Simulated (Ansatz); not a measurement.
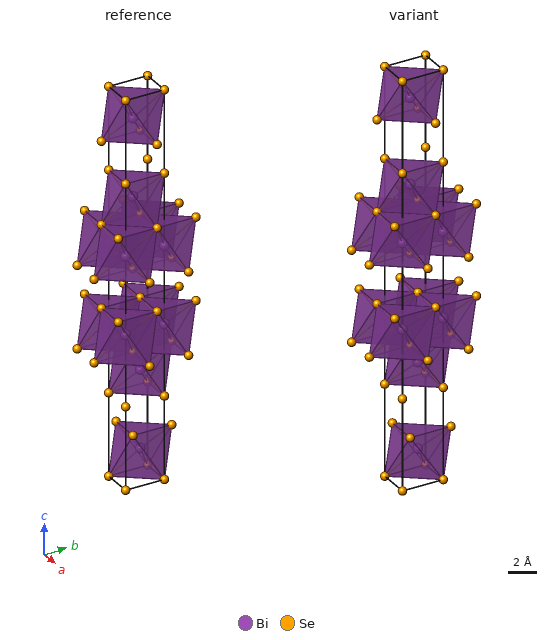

Left: solid Bi₂Se₃ (built on the measured structure type). Right: the same structure after one change, at the same scale. The picture is a polyhedral view of the conventional cell (3 times the calculation's cell), seen slightly off an axis. Lengths and directions refer to the drawn axes.

The calculation used DFT, PBE, plane waves, PAW in Ansatz. Set-up: plane-wave cutoff 420 eV; k-point mesh 8 × 8 × 8; occupations fermi dirac; smearing width 0.02 eV; no spin polarisation.

Question: What was changed?

Answer: All lengths are scaled by +5.1 % (volume +16.2 %) and atoms are displaced by up to 0.33 Å (root mean square over those that move 0.26 Å) relative to the cell. No relaxation follows.

Question: How do the computed properties respond?

Answer: Among the bonded contacts that change: Bi–Se 3.074 → 3.139 Å, Bi–Se 2.854 → 2.907 Å. The space group stays R-3m (No. 166). It costs 13.1 meV per atom. The pressure goes from 2.1 to −1.5 GPa. The principal stresses (compression positive) are 0.4 GPa along c and −2.4 GPa across it. The largest forces, 0.11 eV/Å, act on 2 Se atoms of the calculation's cell. The forces point partly back along the displacements (cosine −0.65).
